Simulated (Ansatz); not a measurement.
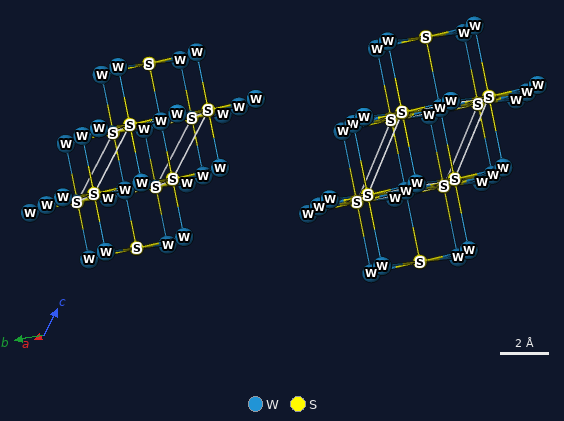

Two geometries of a crystal of WS (a generated structure, set up in I4/mmm), drawn at one scale. One is the start of a relaxation, the other its converged end. Style: ball-and-stick. Shown: the cell of the calculation, from a free direction.

Computed with Kohn-Sham DFT of a periodic cell, PBE0, Ansatz PAW (Ansatz 0.2.0). Set-up: plane-wave cutoff 420 eV; k-point mesh 5 × 5 × 5; occupations fermi-dirac; smearing width 0.05 eV; no spin polarisation; cell and atoms relaxed; force threshold 0.01 eV/Å; at most 40 steps.

Which geometry has the lower energy?

Answer. The left one is the relaxed one. The run lets cell and atoms move. No atom moves by more than 0.005 Å relative to the cell. The volume changes by −35.4 %, with a = b = c 3.927 → 3.460 Å (−11.9 %), α 113.4° → 119.0°, β 113.4° → 119.0°, γ 101.9° → 91.7°. Near-neighbour distances that change, for instance: S–W 3.050 → 2.483 Å, S–W 2.475 → 2.410 Å. The space group stays I4/mmm (No. 139). Over 8 accepted moves (9 points after the start) the energy falls by 1006 meV per atom. All forces vanish by symmetry, so only the cell relaxes. The pressure goes from −25.08 to −0.03 GPa. The SCF was repeated once at an unchanged geometry on a basis and grid sized afresh for the cell, which shifted the energy by 1.0 meV per atom at most.
